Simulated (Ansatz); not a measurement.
# MgO (Fm-3m):Se_O, thermodynamic levels from a 54-atom cell

Wanted: the transition levels of a substitutional impurity in MgO (Fm-3m), from a cell of 54 host atoms with 1 O taken out and 1 Se put in.

Main program and level: Ansatz 0.2.0; place-levels on r2SCAN runs: charge-transition levels and formation energies with image-charge correction and potential alignment at the atomic sites; PAW set soft_1.

Experimental background.

“Electronic structure of alkaline earth and post-transition metal oxides” (2009, arxiv:0908.1581) quotes from earlier work for MgO, rocksalt (bulk crystal): band gap (literature experimental gap) 7.83 eV [Literature value based on experiment; other listed experimental values range from 7.7 to …].

## (1) The starting structure

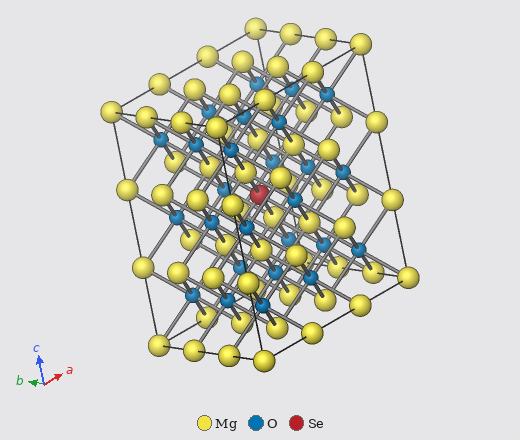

Start, viewed slightly off an axis; magnesium yellow, oxygen blue, selenium red. Bonds to atoms that aren't drawn are left out. Some periodic images of atoms are drawn too.

The cell holds 54 atoms: 27 Mg, 26 O and 1 Se. Its edges and angles: a = 8.925 Å, b = 8.925 Å, c = 8.925 Å, α = 60.0°, β = 60.0°, γ = 60.0°. It derives from MgO (space group Fm-3m). Nearest the centre at fractional (0.500, 0.500, 0.500): Se28 at 0.00 Å, Mg51 at 2.10 Å, Mg47 at 2.10 Å, Mg35 at 2.10 Å, Mg45 at 2.10 Å, Mg29 at 2.10 Å, Mg33 at 2.10 Å, O30 at 2.98 Å.

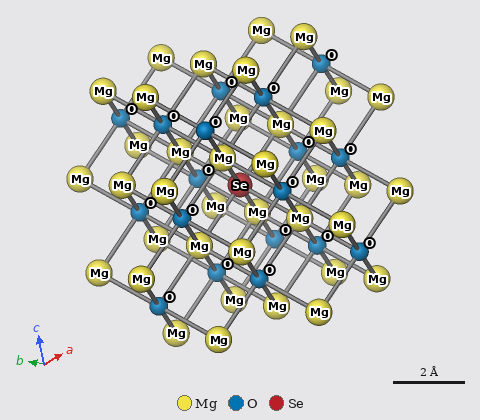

The atoms within 5 Å of the centre.

Known beforehand: the electronic dielectric constant, 3.24, and the static one, 10.37, from a response run on this crystal (DFPT, PBEsol) at that run's own cell.

The cell's shortest repeat is 8.9 Å.

## (2) The runs of each charge state

Levels follow from differences of total energies between charge states, each relaxed by itself.

Random displacements of about 0.05 Å break the site symmetry at the start, so that the relaxation can reach a distorted minimum if there is one. Forces are taken at one point at (¼, ¼, ¼). The cell holds 1 electron more than the neutral one, with a uniform background that keeps it neutral on the whole. The electron count is odd, so at least one spin is unpaired; this run locks the moment at 1 μB.

The sampling was tested on the host first: at the k-points planned (1x1x1 shifted 0.25 0.25 0.25) its energy lies 0.020 eV an atom from the dense-mesh value, under the bound of 0.02 eV set for this test; that bounds the host's error, not the defect's.

One state's input; the others differ in charge, spin, start and seed, and in occupations where the table says so.

File qm1_M1.relax/input.yaml:

```yaml
crystal:
  lattice:
    - [0.0, 6.31124291, 6.31124291]
    - [6.31124291, 0.0, 6.31124291]
    - [6.31124291, 6.31124291, 0.0]
  atoms:
    - { symbol: Mg, position: [0.0, 0.0, 0.0] }
    - { symbol: O, position: [0.16666667, 0.16666667, 0.16666667] }
[... 7 atom lines left out ...]
    - { symbol: O, position: [0.16666667, 0.5, 0.5] }
[... 1 atom line left out ...]
    - { symbol: O, position: [0.16666667, 0.5, 0.83333333] }
[... 3 atom lines left out ...]
    - { symbol: O, position: [0.16666667, 0.83333333, 0.5] }
[... 4 atom lines left out ...]
    - { symbol: Mg, position: [0.33333333, 0.0, 0.33333333] }
    - { symbol: O, position: [0.5, 0.16666667, 0.5] }
[... 1 atom line left out ...]
    - { symbol: O, position: [0.5, 0.16666667, 0.83333333] }
[... 1 atom line left out ...]
    - { symbol: O, position: [0.5, 0.5, 0.16666667] }
[... 1 atom line left out ...]
    - { symbol: Se, position: [0.5, 0.5, 0.5] }
    - { symbol: Mg, position: [0.33333333, 0.33333333, 0.66666667] }
    - { symbol: O, position: [0.5, 0.5, 0.83333333] }
[... 1 atom line left out ...]
    - { symbol: O, position: [0.5, 0.83333333, 0.16666667] }
    - { symbol: Mg, position: [0.33333333, 0.66666667, 0.33333333] }
    - { symbol: O, position: [0.5, 0.83333333, 0.5] }
    - { symbol: Mg, position: [0.33333333, 0.66666667, 0.66666667] }
[... 4 atom lines left out ...]
    - { symbol: O, position: [0.83333333, 0.16666667, 0.5] }
[... 3 atom lines left out ...]
    - { symbol: O, position: [0.83333333, 0.5, 0.16666667] }
    - { symbol: Mg, position: [0.66666667, 0.33333333, 0.33333333] }
    - { symbol: O, position: [0.83333333, 0.5, 0.5] }
    - { symbol: Mg, position: [0.66666667, 0.33333333, 0.66666667] }
[... 3 atom lines left out ...]
    - { symbol: Mg, position: [0.66666667, 0.66666667, 0.33333333] }
[... 2 atom lines left out ...]
    - { symbol: O, position: [0.83333333, 0.83333333, 0.83333333] }
  host:
    repeats: [3, 3, 3]
    atoms:
      - { symbol: Mg, position: [0.0, 0.0, 0.0] }
      - { symbol: O, position: [0.5, 0.5, 0.5] }
total_charge: -1
basis:
  ecutwfc: 500
  xc_grid: 2
hamiltonian:
  xc: r2scan
  pseudopotentials: { kind: paw, azcp: { folder: soft_1 } }
kpoints:
  mp_grid: { grid: [1, 1, 1], shift: [0.25, 0.25, 0.25] }
magnetization:
  spin_polarized: true
  initial_magnetization: 1
  spin_locking: { lock_magnetization: hard }
scf:
  occupations: { method: fixed }
  max_iter: 100
output:
  forces: true
  charged_corrections:
    epsilon: 3.24
    static_epsilon: 10.37
    defect_position: [0.5, 0.5, 0.5]
relax:
  f_tol: 0.02
  max_steps: 80
  random_displacement: { amplitude: 0.05, seed: 7937 }
checkpoint:
  write: "../qm1_M1.relax.run"
  compress: false
  write_wavefunctions: true
  write_every: 100000
```

Command:

```
$ ansatz run input.yaml --threads 4 --pin off --max-ram 7536MiB --backend cpu --events-out ev --progress --plain --runs-dir out
```

Defect states can disperse in a cell of this size, so the energy is taken again at a 2×2×2 shifted mesh, on the relaxed structure.

The run of this state that the levels use, under r2SCAN:

File qm1_M1.point/input.yaml:

```yaml
crystal:
  checkpoint: "../qm1_M1.relax.run"
  host: checkpoint
total_charge: -1
basis:
  ecutwfc: 500
  xc_grid: 2
hamiltonian:
  xc: r2scan
  pseudopotentials: { kind: paw, azcp: { folder: soft_1 } }
kpoints:
  mp_grid: { grid: [2, 2, 2], shift: [0.5, 0.5, 0.5] }
magnetization:
  spin_polarized: true
  initial_magnetization: 1
  spin_locking: { lock_magnetization: hard }
scf:
  occupations: { method: fermi_dirac, width: 0.01 }
  max_iter: 100
output:
  forces: true
  eigenvalues: true
  charged_corrections:
    epsilon: 3.24
    static_epsilon: 10.37
    defect_position: [0.5, 0.5, 0.5]
  eigenstates: { localisation: true }
  populations: true
  efg: {}
  band_densities: [{ bands: [v1, v1] }, { bands: [c1, c1] }]
  write_density: true
  write_potential: true
  volumetric_format: npy
  elf: true
checkpoint:
  read: "../qm1_M1.relax.run"
  write: "../qm1_M1.point.run"
  compress: false
  write_wavefunctions: false
  write_every: 100000
```

Relaxations under r2SCAN at one point at (¼, ¼, ¼); times on 4 threads of Arm Neoverse V1, shared host:

```csv
charge,moment (μB),occupations,outcome,steps,largest displacement against the far atoms (Å),time
−1,1,fixed,converged,7,0.21,3.1 min
0,0,fixed,converged,5,0.20,70 s
+1,1,fixed,converged,7,0.25,4.5 min
```

Single points under r2SCAN at a 2×2×2 shifted mesh; times on 4 threads of Arm Neoverse V1, shared host:

```csv
charge,moment (μB),occupations,outcome,time
−1,1,fermi-dirac,converged,2.8 min
0,0,fermi-dirac,converged,72 s
+1,1,fermi-dirac,converged,3.5 min
```

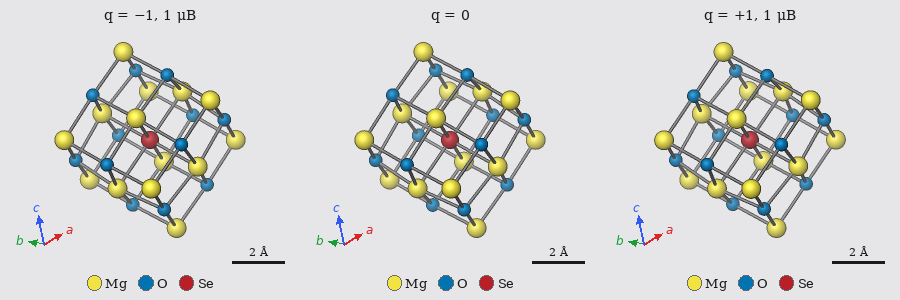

The structures near the centre after relaxation with r2SCAN, by charge.

Distances (Å) from Se28 to the nearest atoms after relaxation with r2SCAN:

```csv
charge,moment (μB),1.,2.,3.,4.,5.,6.
−1,1,Mg 2.31,Mg 2.31,Mg 2.31,Mg 2.31,Mg 2.31,Mg 2.31
0,0,Mg 2.31,Mg 2.31,Mg 2.31,Mg 2.31,Mg 2.31,Mg 2.31
+1,1,Mg 2.33,Mg 2.33,Mg 2.34,Mg 2.34,Mg 2.34,Mg 2.34
```

## (3) place-levels, r2SCAN

A charged cell interacts with its images and the background, and its potential has another zero than the host's. place-levels removes the first by a point-charge model, screened by the static dielectric constant since the ions have relaxed around the charge, and the second by comparing potentials at atoms far from the defect.

The host is a run of the defect-free crystal in the same cutoffs, grids and k-points, so that basis and sampling errors cancel in part in the differences. The host is run in a cell of 2 atoms on a matching mesh. Its band edges are searched through the zone by a band path, so the gap is smaller than, or equal to, that on the mesh. Chemical potentials are energies per atom of O (O2 molecule) and Se (trigonal (grey) selenium), run with the same functional and cutoff.

File levels.point.yaml:

```yaml
host:
  run: host.point.run
states: [qm1_M1.point.run, q0.point.run, qp1_M1.point.run]
geometry_from:
  qm1_M1.point.run: qm1_M1.relax.run
  q0.point.run: q0.relax.run
  qp1_M1.point.run: qp1_M1.relax.run
chemical_potentials:
  O:
    energy: -565.989614
    dataset: <sha256 of the dataset>
  Se:
    energy: -5478.140172
    dataset: "<sha256 of the dataset>"
epsilon: 3.24
static_epsilon: 10.37
vertical:
  - { from: qm1_M1.point.run, to: qm1_M1.point_neutral.run }
  - { from: qp1_M1.point.run, to: qp1_M1.point_neutral.run }
```

Command:

```
$ ansatz place-levels levels.point.yaml -- --threads 4 --pin off --max-ram 7536MiB
```

Numbers of over 12 decimals in the logs are rounded to 6 here.

The log of the run:

```text
[... repeated set-up lines and file paths are left out, and long positions are rounded to six places ...]
(+1/0) 0.517 eV above the valence edge, 5.161 eV under the conduction edge
(0/-1) 5.720 eV above the valence edge (+7.056 eV without the band-filling correction), in the conduction band
formation energy of charge +1: +7.354 eV with the Fermi level at the valence edge
formation energy of charge 0: +7.872 eV with the Fermi level at the valence edge
formation energy of charge -1: +13.592 eV with the Fermi level at the valence edge
vertical -1 to 0: no energy, since no alignment is typed
  the change from vertical[0].from (qm1_M1.point.run) to vertical[0].to (qm1_M1.point_neutral.run): by its potential at epsilon 3.24 it stands at 0.001 0.998 0.001, with an rms radius of about 4.3 Å (2.5 2.5 2.5 Å across the planes of the cell's vectors); [...]
vertical +1 to 0: no energy, since no alignment is typed
  the change from vertical[1].from (qp1_M1.point.run) to vertical[1].to (qp1_M1.point_neutral.run): by its potential at epsilon 3.24 it stands at 0.500 0.499 0.500, with an rms radius of about 2.3 Å (1.2 1.0 1.7 Å across the planes of the cell's vectors); [...]
  edges by r2scan, gap 5.678 eV; the host is sampled to repeats of 17.85 Å
  the defect's cells are sampled to repeats of 17.85 Å, like sampling
  charge +1: -72367.1900 eV with its correction of +0.653 eV, at epsilon 10.37, aligned at sites: +0.4005 eV, mean over 21 atomic sites at or beyond 4.46 Å from the defect at [0.5000, 0.5000, 0.5000], with -0.000000 for the charge's moments and without [...]
  charge 0: +0.000 eV for its dipole among its images, +0.000 omitted
  charge -1: -72344.2479 eV with its correction of -0.252 eV, at epsilon 10.37, aligned at sites: +0.5038 eV, mean over 21 atomic sites at or beyond 4.46 Å from the defect at [0.5000, 0.5000, 0.5000], with +0.000000 for the charge's moments and without [...]
  of states[2] (qp1_M1.point.run): it parts from the run at its places by a charge that spreads by about 1.7 Å along one vector (1.3 Å or more is wide), by its potential at epsilon 3.24, taken for that of held ions (one typed too small widens it), where the [...]
  of states[1] (q0.point.run): its alignment with the host at atomic sites is doubtful: the cell is too small to show whether the defect's potential has decayed: take a larger one
  of states[0] (qm1_M1.point.run): it parts from the run at its places by a charge that spreads by about 2.5 Å along one vector (1.3 Å or more is wide), by its potential at epsilon 3.24, taken for that of held ions (one typed too small widens it), where the [...]
  of vertical[0].from (qm1_M1.point.run): its moments are held at its close (magnetization.spin_locking), by a field of 0.413 eV a Bohr magneton, and its energy and levels are of the state that this holds: a run that lets them go can end lower; [...]
  of vertical[1].from (qp1_M1.point.run): stability_check_not_made; [...]
```

Wall time 0.35 s (4 threads of Arm Neoverse V1, shared host).

Levels between the charges placed, in eV above the valence top:

```csv
,gap (eV),(+1/0),(0/−1)
r2SCAN,5.68,0.52,5.72
```

Corrections by state:

```csv
charge,moment (μB),image terms and alignment (eV),band filling (eV),ε used,"over the lowest of its charge, as the program ranks them, band filling apart (eV)"
+1,1.0,0.653,-,10.37,0.000
0,0.0,0.000,-,-,0.000
−1,1.0,-0.252,-1.336,10.37,0.000
```

The charged structures listed were also run neutral, and place-levels reads from each pair, by the potential or the spins, how wide the charge is by which they differ; that can be the carrier of either run.

```csv
charge,rms radius (Å),spread where it is widest against the cell (Å),wide from (Å),reading
+1,2.3,1.67,1.26,wide
−1,4.3,2.47,1.26,wide
```

The neutral runs of these pairs need not share the spin of the lowest neutral state, and very wide values only mean spread over the cell.

From the program's caveats on the states, each cut to its opening words:

- charge +1 (1 μB): it parts from the run at its places by a charge that spreads by about 1.7 Å along one vector (1.3 Å or more is wide), by its potential at epsilon 3.24, taken [...]
- charge +1 (1 μB), 0, −1 (1 μB): its alignment with the host at atomic sites is doubtful: the cell is too small to show whether the defect's potential has decayed: take a larger one
- charge +1 (1 μB): the host's ions (past the first shell or, of a walk that freed a part, those that it held) aren't shown at rest: they stand up to 0.053 Å off their sites, 0.92 [...]
- charge +1 (1 μB), −1 (1 μB): flagged: stability check not made
- charge −1 (1 μB): it parts from the run at its places by a charge that spreads by about 2.5 Å along one vector (1.3 Å or more is wide), by its potential at epsilon 3.24, taken [...]
- charge −1 (1 μB): a band-filling correction moves a carrier to the host's band edge, which changes its energy by -1.336 eV
- charge −1 (1 μB): its moments are held at its close (magnetization.spin_locking), by a field of 0.413 eV a Bohr magneton, and its energy and levels are of the state that this [...]

The host's formation energy from the elements is -2.963 eV per atom; it sets how far the chemical potentials can move.

Limit set by the element alone; other compounds of these elements are not counted. Chemical potentials from the elements' reference states: Mg 0.00 eV, O -5.93 eV, Se 0.00 eV. Formation energy by charge state (Mg-rich; gap 5.68 eV):

```csv
charge,at valence top (eV),at conduction bottom (eV),correction included (eV)
+1,1.43,7.11,0.65
0,1.95,1.95,0.00
−1,7.67,1.99,-1.59
```

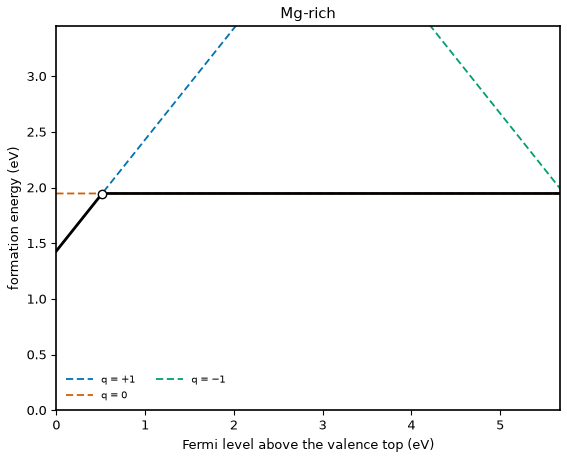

Formation energy against Fermi level; the thick line follows the lowest charge state and circles mark the transition levels.

Limit set by the element alone; other compounds of these elements are not counted. Chemical potentials from the elements' reference states: O 0.00 eV, Mg -5.93 eV, Se 0.00 eV. Formation energies (O-rich), with the Fermi level at the valence top and at the conduction bottom (gap 5.68 eV):

```csv
charge,at valence top (eV),at conduction bottom (eV),correction included (eV)
+1,7.35,13.03,0.65
0,7.87,7.87,0.00
−1,13.59,7.91,-1.59
```

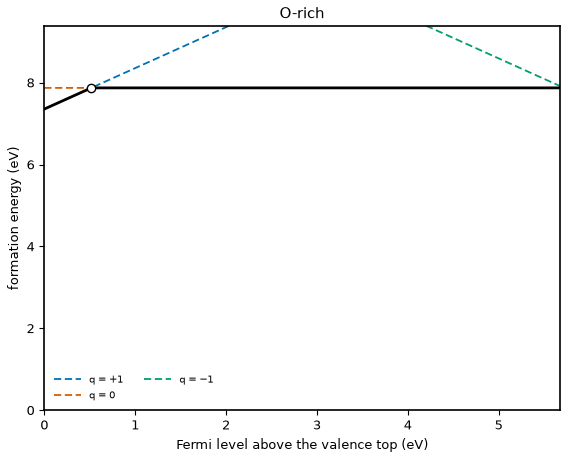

Formation energy against Fermi level; the thick line follows the lowest charge state and circles mark the transition levels.

The charge transition levels (eV, zero at the valence-band top of the host):

```csv
,conduction bottom,valence top
Se_O,5.68,0.00
```

```csv
,level,energy (eV)
Se_O,(+1/0),0.52
Se_O,(0/−1),5.72
```

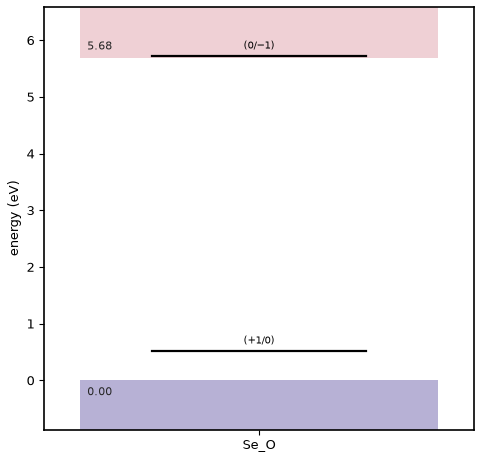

Charge transition levels. Shaded: valence and conduction bands.

## (4) Effect of the sampling

The relaxations' own energies give the levels at their sampling, for comparison.

File levels.relax_mesh.yaml:

```yaml
host:
  run: host.relax.run
states: [qm1_M1.relax.run, q0.relax.run, qp1_M1.relax.run]
chemical_potentials:
  O:
    energy: -565.989614
    dataset: <sha256 of the dataset>
  Se:
    energy: -5478.140172
    dataset: "<sha256 of the dataset>"
```

Command:

```
$ ansatz place-levels levels.relax_mesh.yaml -- --threads 4 --pin off --max-ram 7536MiB
```

The log of the run:

```text
(+1/0) 0.637 eV above the valence edge, 5.022 eV under the conduction edge
[...]
formation energy of charge +1: +7.379 eV with the Fermi level at the valence edge
formation energy of charge 0: +8.016 eV with the Fermi level at the valence edge
formation energy of charge -1: +13.722 eV with the Fermi level at the valence edge
  edges by r2scan, gap 5.659 eV; the host is sampled to repeats of 8.93 Å
[... the lines on each state left out ...]
```

The job ended after 0.12 s (4 threads).

Levels between neighbouring charges, in eV above the valence top:

```csv
,gap (eV),(+1/0),(0/−1)
"one point at (¼, ¼, ¼)",5.66,0.64,5.71
a 2×2×2 shifted mesh,5.68,0.52,5.72
```

Going from one point at (¼, ¼, ¼) to a 2×2×2 shifted mesh moves the levels that carry no band-filling term by up to 0.12 eV and formation energies against the elements by up to 0.14 eV; band-filling terms, which differ between samplings, are in these energies.

## (5) Summary of results

```yaml
gap_of_the_host: 5.68 eV (r2SCAN)
level_plus_1_over_0: 0.52 eV above the valence top
level_0_minus_1: 5.72 eV above the valence top, past the conduction bottom (7.06 eV above the valence top without the band-filling term)
lowest_of_the_charges_placed_just_above_the_valence_top_0p02_ev: +1
lowest_of_the_charges_placed_just_below_the_conduction_bottom_0p02_ev: 0
lowest_formation_energy_at_mid_gap_of_the_charges_run_mg_rich: 1.95 eV
lowest_formation_energy_at_mid_gap_of_the_charges_run_o_rich: 7.87 eV
```

What this shows: Of the charges placed (−1, 0 and +1), the lowest changes at 0.52 eV (+1/0) above the valence top, in a gap of 5.68 eV. (+1/0) lies nearer to a band edge than the share of the finite-size correction in it (0.65 eV), and that correction holds for a localised charge alone. Charges above +1 were not placed, so these runs say nothing of levels that involve them. States placed: +1 at 1 μB; 0 at 0 μB; −1 at 1 μB. Other spin states or structures, where not listed, weren't placed. The program finds carriers beyond a band edge of the host and adds a band-filling term at charge −1 (-1.34 eV); steps to such a charge show no bound level, and a defect level inside a band would be read the same way. Se is taken at its element; compounds, which aren't counted here, bound the chemical potentials and would shift these formation energies. Going from one point at (¼, ¼, ¼) to a 2×2×2 shifted mesh moves the levels that carry no band-filling term by up to 0.12 eV and formation energies against the elements by up to 0.14 eV; band-filling terms, which differ between samplings, are in these energies. The program doubts the alignment of potentials for at least one state, a sign that the cell is small. Keep in mind: the images are only 8.9 Å apart; r2SCAN makes the gap too small and tends to spread out bound carriers; where a gas molecule sets a chemical potential or the host's formation energy, its binding is uncorrected; force components of up to 0.20 eV/Å remain in a run at the final settings.

Computed beside measured:

| quantity | measured | r2SCAN |
| --- | --- | --- |
| band gap (least gap of the host) (eV) | 7.83 | 5.68 (-2.15 eV) |

Measured values from arxiv:0908.1581 (2009).

Verdict: The band gap is off by -2.15 eV: a clear miss. Local and semilocal functionals usually give gaps below the measured ones. Zero-point and thermal motion shift the measured gap.

[Logs are printed without paths, hosts, clocks, repeated set-up lines and the standing remarks that a program may print on its own settings, such as how far it seeks lower states.]

[Hosts, paths, dates, database ids (printed as entryN), source tags and the programs' standing remarks are cut or masked in the printed files.]

[Where a table of states has a column of steps, it counts the stored structures, which are thinned; the runs took as many ionic steps or more.]

[A defect's name tells the site on which it was built; relaxed atoms can leave that site.]

[For some hosts the program warned that the k-mesh of the response run may be too coarse for force constants and the static dielectric constant; such warnings are not shown here.]
